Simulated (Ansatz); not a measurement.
Geometry relaxation, with input and output: Si$_{33}$C$_{32}$ (charge −2) (part 2 of 2)

The same run, continued: Si$_{33}$C$_{32}$ (defect cell, 65 atoms in the cell, total charge −2); DFT, PBEsol, PAW, plane waves (Ansatz 0.2.0); cutoff 420 eV, 1×1×1 k-mesh, Fermi–Dirac smearing of 0.01 eV. 

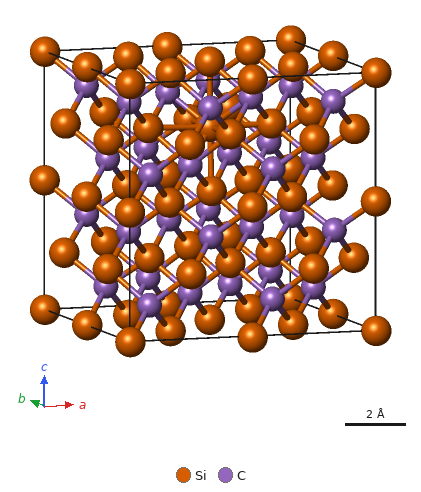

*The structure as given in the input (ball-and-stick view of the cell of the calculation, seen slightly off an axis).*

## Output, continued
```
  atom  65  C      0.00065741     0.00292504     0.00023719
  max |Σ_I F_I| component: 4.45e-5 eV/Å
--- Charged-cell corrections in eV (Makov–Payne, q = -2.000 e, ε = 9.700) ---
  F (periodic)     = -28388.546622  (uncorrected; the corrections below are reported, never added to it)
  E_corr1          = +0.966745  (monopole, q²α_M/2εL)
  F Makov-Payne    = -28387.579877  (F + E_corr1; no measured alignment; for a localised charge, not one spread in a band: unchecked)
--- Band table (eV) ---
  k-point 0: bands = ["-6.4776", "-5.2463", "-4.8284", "-4.8282", "-4.2594", "-4.0233", "-4.0231", "-3.7586", "-3.3712", "-3.3708", "-3.3411", "-2.8886", "-2.8883", "-2.8102", "-2.5502", "-2.5502", "-2.5474", "-2.1799", "-2.1770", "-2.1769", "-1.9374", "-1.6737", "-1.6735", "-1.5215", "-1.4742", "-1.4740", "-1.0076", "-0.9994", "-0.9993", "-0.9875", "-0.9828", "-0.9828", "0.9103", "1.3294", "1.3297", "1.6199", "1.9659", "1.9660", "2.0765", "2.1272",
      "2.1273", "2.2495", "2.2497", "2.2757", "2.4587", "2.4946", "2.5590", "2.5591", "2.8199", "2.8200", "2.9054", "3.0125", "3.0126", "3.0494", "3.9837", "4.1065", "4.1069", "4.2264", "4.3624", "4.3625", "4.4295", "4.4297", "4.4590", "4.4789", "4.4791", "4.5277", "4.7836", "4.7838", "4.8271", "5.0314", "5.4050", "5.4051", "5.5889", "5.6616", "5.6619", "5.8872", "5.8873", "5.9384", "6.0190", "6.0193",
      "6.0566", "6.1307", "6.1307", "6.1524", "6.1525", "6.1555", "6.2421", "6.5102", "6.5104", "6.6396", "6.6474", "6.6569", "6.6571", "6.9896", "7.0565", "7.0566", "7.1791", "7.1794", "7.1872", "7.2474", "7.4097", "7.4098", "7.5801", "7.5802", "7.5851", "7.6287", "7.6289", "7.6760", "7.7141", "7.7142", "7.7319", "7.9991", "7.9994", "8.0072", "8.1020", "8.1958", "8.1961", "8.3070", "8.5487", "8.5662",
      "8.5665", "8.6181", "8.6182", "8.9241", "8.9242", "8.9912", "9.3110", "9.3113", "11.4428", "11.5395", "11.5397", "12.8260", "12.8265", "12.8784", "13.1470", "13.4378", "13.4382", "13.4516", "13.6562", "13.6565", "13.7346", "13.7627", "13.7629", "14.0341", "14.4671", "14.4674", "14.5303", "14.5995", "14.6661", "14.6663", "14.7209", "14.7733", "14.7735", "14.8762", "14.8923", "14.8926", "15.0753", "15.0756", "15.1943", "15.3633",
      "15.5192", "15.5196", "15.7886", "15.7891", "15.8040", "15.9412", "16.2966", "16.4644", "16.4647", "16.5155", "16.5157", "16.5470", "16.8518", "16.8520", "16.8610", "16.9131", "16.9133", "16.9967", "17.0421", "17.0422", "17.1206", "17.1328", "17.1329", "17.2162", "17.2162", "17.3088", "17.3090", "17.3131", "17.3669", "17.4702", "17.4703", "17.5535", "17.5566", "17.5567", "17.6559", "17.7150"]
--- Relaxed structure (7 steps of the walk, 6 accepted, 0 SCFs on fresh bases) ---
  F+E_penalty+E_count = -28388.54662236 eV   max|allowed force component| = 2.096e-2 eV/Å
  atoms:
    - { symbol: Si, position: [-0.00017303703623424823, 0.999845725871521, 1.0002660587637136] }
    - { symbol: Si, position: [-0.00014335413880732696, -0.00012193635996441771, 0.4988326171885889] }
    - { symbol: Si, position: [-0.0003601806511866324, 0.49984421037737276, 0.0020617433770850936] }
    - { symbol: Si, position: [0.9999702519461092, 0.500351727037109, 0.4968522895254865] }
    - { symbol: Si, position: [0.4998318019804205, -0.00034691225942537707, 1.0020596943590445] }
    - { symbol: Si, position: [0.5003298737958795, -2.5625345476213558e-5, 0.49684790993956507] }
    - { symbol: Si, position: [0.4989404747158058, 0.4990084852051448, 0.021487330744429343] }
    - { symbol: Si, position: [0.5011489885734617, 0.5011754275448522, 0.47755409873170107] }
    - { symbol: Si, position: [0.24917895429870163, 0.24919706343860135, 1.0005280216886046] }
    - { symbol: Si, position: [0.2490567061581557, 0.24906797066491096, 0.49850721063973] }
    - { symbol: Si, position: [0.24743500736770407, 0.751202069558362, 1.000625290691236] }
    - { symbol: Si, position: [0.24917317634100783, 0.751081567115114, 0.4986486630561338] }
    - { symbol: Si, position: [0.7511624168576828, 0.24746816384167647, 0.0006126139977181498] }
    - { symbol: Si, position: [0.751057841243989, 0.2491980514293753, 0.4986519633137401] }
    - { symbol: Si, position: [0.7505416210988777, 0.7505516394112361, 1.0000080983836417] }
    - { symbol: Si, position: [0.7511848527033079, 0.7511994219305473, 0.49687724437080577] }
    - { symbol: Si, position: [0.24935988515874005, -0.00012866776064019594, 0.24932021531606854] }
    - { symbol: Si, position: [0.24738034754675883, 0.999979337388355, 0.7497981750447152] }
    - { symbol: Si, position: [0.24738214653466392, 0.5003523458182532, 0.2494277495920881] }
    - { symbol: Si, position: [0.2281212140545167, 0.5011869457404434, 0.7506490096399148] }
    - { symbol: Si, position: [0.7508096431840511, -0.0001469277538049866, 0.24928951431494106] }
    - { symbol: Si, position: [0.7525957418639554, -0.0003559107817538343, 0.7492966344297917] }
    - { symbol: Si, position: [0.7525941851891215, 0.4998427575781035, 0.24909904047812345] }
    - { symbol: Si, position: [0.772055488236405, 0.49902945456215775, 0.7483991648193867] }
    - { symbol: Si, position: [0.9998533352102861, 0.24938883133568232, 0.24932281640523277] }
    - { symbol: Si, position: [-3.0198689448475288e-5, 0.2473979559449486, 0.7497996281776671] }
    - { symbol: Si, position: [0.9998329024455659, 0.7508170620078899, 0.24929014432090824] }
    - { symbol: Si, position: [-0.0003613466424206037, 0.7526101969806793, 0.7492965698683313] }
    - { symbol: Si, position: [0.5003320230951498, 0.24740055465446423, 0.24942140541984842] }
    - { symbol: Si, position: [0.5011113657014211, 0.2281101105087575, 0.7505952677584614] }
    - { symbol: Si, position: [0.4998310815275489, 0.7526126821048246, 0.2491103738041853] }
    - { symbol: Si, position: [0.4989528480757367, 0.7720345790640005, 0.7484395091134738] }
    - { symbol: Si, position: [0.5012196904457826, 0.5011128012228254, 0.7505819539464241] }
    - { symbol: C, position: [0.1252644714998441, 0.12528749262164407, 0.125354352897957] }
    - { symbol: C, position: [0.126442141373666, 0.12645839221761956, 0.6255059174624565] }
    - { symbol: C, position: [0.12526887480354681, 0.625508142286186, 0.12482381331589575] }
    - { symbol: C, position: [0.12218945406933988, 0.6287618559647188, 0.6223938711062862] }
    - { symbol: C, position: [0.6254943492202479, 0.1252823278680271, 0.12482292110028156] }
    - { symbol: C, position: [0.6287497042049165, 0.12219570910190719, 0.6223949828315287] }
    - { symbol: C, position: [0.6277912264743797, 0.6278099335577086, 0.1277885228042166] }
    - { symbol: C, position: [0.6236745564996047, 0.6237157529235857, 0.6271287345063202] }
    - { symbol: C, position: [0.37223757877829805, 0.37225834548713016, 0.12892564050205407] }
    - { symbol: C, position: [0.3794141211229934, 0.37945658320968906, 0.6289208918603789] }
    - { symbol: C, position: [0.37537556228210417, 0.8746988477381951, 0.12414982477117563] }
    - { symbol: C, position: [0.372234799592207, 0.8794706154156794, 0.6217072865182027] }
    - { symbol: C, position: [0.8746885871149576, 0.3753928252125216, 0.1241489433417926] }
    - { symbol: C, position: [0.879469538790008, 0.3722528042223443, 0.621709021211374] }
    - { symbol: C, position: [0.8754577492915937, 0.8754668959141909, 0.12491871006054131] }
    - { symbol: C, position: [0.8746876074959805, 0.8747036531338298, 0.6248431857189247] }
    - { symbol: C, position: [0.37604275215078103, 0.1264521905554941, 0.37589714611878094] }
    - { symbol: C, position: [0.37291476968747805, 0.12219461167434735, 0.8782264474877594] }
    - { symbol: C, position: [0.37290914337198827, 0.6287746791500437, 0.3716554124422644] }
    - { symbol: C, position: [0.37766945748840164, 0.6236540843684085, 0.8731242917964714] }
    - { symbol: C, position: [0.8758919026662514, 0.12529049539733375, 0.3747384145718098] }
    - { symbol: C, position: [0.8753638781847107, 0.1252777174479443, 0.8749510920835768] }
    - { symbol: C, position: [0.8753702950767783, 0.6254974764855448, 0.3747259623640284] }
    - { symbol: C, position: [0.8783288155447835, 0.6278126601899785, 0.8772708885512444] }
    - { symbol: C, position: [0.126437982119256, 0.37606338621536656, 0.37590174453903274] }
    - { symbol: C, position: [0.12218258405242409, 0.37293609201371064, 0.8782163552138686] }
    - { symbol: C, position: [0.12526576179760288, 0.8759010838530641, 0.3747375802645271] }
    - { symbol: C, position: [0.12525489588794572, 0.8753826587334576, 0.8749492682514418] }
    - { symbol: C, position: [0.6287484772301449, 0.3729371771611908, 0.3716501546035207] }
    - { symbol: C, position: [0.6236642791255796, 0.3776832931946643, 0.8731641846752358] }
    - { symbol: C, position: [0.6254887575513788, 0.8753890672445562, 0.3747235168036863] }
    - { symbol: C, position: [0.627790177258099, 0.8783279913637738, 0.8772618990025793] }
--- Löwdin populations: 65 sites ---
  site symbol       q [e]
     0     Si      2.9996
     1     Si      2.9959
     2     Si      2.9921
     3     Si      2.9928
     4     Si      2.9921
     5     Si      2.9929
     6     Si      2.9946
     7     Si      3.0046
     8     Si      2.9858
     9     Si      2.9877
    10     Si      2.9993
    11     Si      2.9858
    12     Si      2.9992
    13     Si      2.9858
    14     Si      2.9901
    15     Si      2.9993
    16     Si      2.9959
    17     Si      2.9928
    18     Si      2.9928
    19     Si      3.0045
    20     Si      2.9997
    21     Si      2.9921
    22     Si      2.9921
    23     Si      2.9947
    24     Si      2.9959
    25     Si      2.9928
    26     Si      2.9997
    27     Si      2.9921
    28     Si      2.9928
    29     Si      3.0046
    30     Si      2.9921
    31     Si      2.9947
    32     Si      2.9183
    33      C      4.9888
    34      C      4.9871
    35      C      4.9927
    36      C      4.9988
    37      C      4.9927
    38      C      4.9988
    39      C      5.0019
    40      C      4.9707
    41      C      4.9968
    42      C      4.9646
    43      C      4.9859
    44      C      4.9968
    45      C      4.9859
    46      C      4.9967
    47      C      4.9880
    48      C      4.9859
    49      C      4.9870
    50      C      4.9988
    51      C      4.9988
    52      C      4.9709
    53      C      4.9888
    54      C      4.9927
    55      C      4.9927
    56      C      5.0019
    57      C      4.9871
    58      C      4.9989
    59      C      4.9888
    60      C      4.9927
    61      C      4.9988
    62      C      4.9707
    63      C      4.9927
    64      C      5.0019
  spilling = 0.013586 (of n_electrons = 262.000000)
```

The run was set up as follows.

## Input
```yaml
crystal:
  lattice:
    - [8.713706, 0.000000, 0.000000]
    - [0.000000, 8.713706, 0.000000]
    - [0.000000, 0.000000, 8.713706]
  atoms:
    - { symbol: Si, position: [0.002765, 0.998546, 0.998008] }
    - { symbol: Si, position: [0.002620, 0.002926, 0.499342] }
    - { symbol: Si, position: [0.002062, 0.502046, 0.000653] }
    - { symbol: Si, position: [0.998458, 0.498456, 0.499131] }
    - { symbol: Si, position: [0.501535, 0.003612, 0.993547] }
    - { symbol: Si, position: [0.500288, 0.001407, 0.498630] }
    - { symbol: Si, position: [0.499633, 0.500381, 0.000154] }
    - { symbol: Si, position: [0.505243, 0.495053, 0.499489] }
    - { symbol: Si, position: [0.252064, 0.245632, 0.998899] }
    - { symbol: Si, position: [0.248687, 0.248990, 0.496596] }
    - { symbol: Si, position: [0.254985, 0.749933, 0.998238] }
    - { symbol: Si, position: [0.251733, 0.754200, 0.500352] }
    - { symbol: Si, position: [0.751981, 0.250371, 0.001130] }
    - { symbol: Si, position: [0.747300, 0.250140, 0.496273] }
    - { symbol: Si, position: [0.749857, 0.747961, 0.999623] }
    - { symbol: Si, position: [0.748437, 0.750506, 0.497527] }
    - { symbol: Si, position: [0.251164, 0.000171, 0.250324] }
    - { symbol: Si, position: [0.245295, 0.998776, 0.752570] }
    - { symbol: Si, position: [0.253514, 0.498398, 0.250607] }
    - { symbol: Si, position: [0.250291, 0.502072, 0.753857] }
    - { symbol: Si, position: [0.749852, 0.002816, 0.249894] }
    - { symbol: Si, position: [0.752402, 0.001840, 0.750438] }
    - { symbol: Si, position: [0.747647, 0.500891, 0.250477] }
    - { symbol: Si, position: [0.750264, 0.500346, 0.749721] }
    - { symbol: Si, position: [0.998587, 0.250435, 0.250099] }
    - { symbol: Si, position: [0.001775, 0.250797, 0.749017] }
    - { symbol: Si, position: [0.996198, 0.754243, 0.250007] }
    - { symbol: Si, position: [0.000063, 0.750048, 0.751037] }
    - { symbol: Si, position: [0.497069, 0.251028, 0.251983] }
    - { symbol: Si, position: [0.498291, 0.248761, 0.751097] }
    - { symbol: Si, position: [0.503192, 0.750666, 0.254235] }
    - { symbol: Si, position: [0.500109, 0.749919, 0.746266] }
    - { symbol: Si, position: [0.501237, 0.503533, 0.747761] }
    - { symbol: C, position: [0.123979, 0.124785, 0.119823] }
    - { symbol: C, position: [0.128784, 0.125562, 0.625241] }
    - { symbol: C, position: [0.120928, 0.626332, 0.130843] }
    - { symbol: C, position: [0.126552, 0.621746, 0.625871] }
    - { symbol: C, position: [0.623964, 0.124586, 0.122348] }
    - { symbol: C, position: [0.627785, 0.126993, 0.626711] }
    - { symbol: C, position: [0.624593, 0.621671, 0.119221] }
    - { symbol: C, position: [0.622759, 0.624855, 0.624881] }
    - { symbol: C, position: [0.375842, 0.374873, 0.124751] }
    - { symbol: C, position: [0.375391, 0.371516, 0.621079] }
    - { symbol: C, position: [0.378354, 0.874385, 0.122061] }
    - { symbol: C, position: [0.370538, 0.875977, 0.626806] }
    - { symbol: C, position: [0.877278, 0.375021, 0.125379] }
    - { symbol: C, position: [0.876086, 0.375087, 0.627621] }
    - { symbol: C, position: [0.875727, 0.874072, 0.126369] }
    - { symbol: C, position: [0.872099, 0.878918, 0.625376] }
    - { symbol: C, position: [0.374560, 0.124140, 0.374150] }
    - { symbol: C, position: [0.372628, 0.126919, 0.873405] }
    - { symbol: C, position: [0.376940, 0.625308, 0.379339] }
    - { symbol: C, position: [0.371578, 0.624625, 0.872013] }
    - { symbol: C, position: [0.877302, 0.129064, 0.377770] }
    - { symbol: C, position: [0.871548, 0.125750, 0.877500] }
    - { symbol: C, position: [0.876317, 0.621255, 0.372422] }
    - { symbol: C, position: [0.874562, 0.628234, 0.874626] }
    - { symbol: C, position: [0.125674, 0.373388, 0.374127] }
    - { symbol: C, position: [0.127870, 0.375010, 0.875488] }
    - { symbol: C, position: [0.128865, 0.874352, 0.377641] }
    - { symbol: C, position: [0.126363, 0.870946, 0.877580] }
    - { symbol: C, position: [0.627515, 0.379329, 0.370140] }
    - { symbol: C, position: [0.622895, 0.375574, 0.873143] }
    - { symbol: C, position: [0.624007, 0.875717, 0.377618] }
    - { symbol: C, position: [0.623259, 0.877346, 0.873964] }
  symmetry: { detect: false }
kpoints:
  mp_grid: { grid: [1, 1, 1], shift: [0.25, 0.25, 0.25] }
hamiltonian:
  xc: pbesol
total_charge: -2
scf:
  occupations: { method: fermi_dirac, width: 0.01 }
relax:
  f_tol: 0.03
  max_steps: 80
  escape_saddle: false
  adjacent_minimum: "off"
output:
  forces: true
  eigenvalues: true
  populations: true
  charged_corrections: { epsilon: 9.7 }
  write_density: true
  write_potential: true
  elf: true
  volumetric_format: npy
```

Launch command:
```bash
ansatz run in.yaml --threads 8 --pin off --max-ram 15200MiB --runs-dir r --events-out ev --progress --plain
```

## Results in brief

```json
{"quantity": "outcome", "value": "converged"}
{"quantity": "electrons treated", "value": "262"}
{"quantity": "free energy", "value": "−28388.5466 eV"}
{"quantity": "Fermi energy", "value": "12.183 eV"}
{"quantity": "largest force (length of the vector) at the end", "value": "0.025 eV/Å"}
{"quantity": "hardware", "value": "8 threads of AMD EPYC, 16 GiB of memory available, shared host"}
{"quantity": "wall time", "value": "12 s (CPU time 79 s)"}
{"quantity": "peak memory", "value": "1.2 GiB"}
```

The k-point mesh is coarse for a cell of this size, so the results may not be converged.
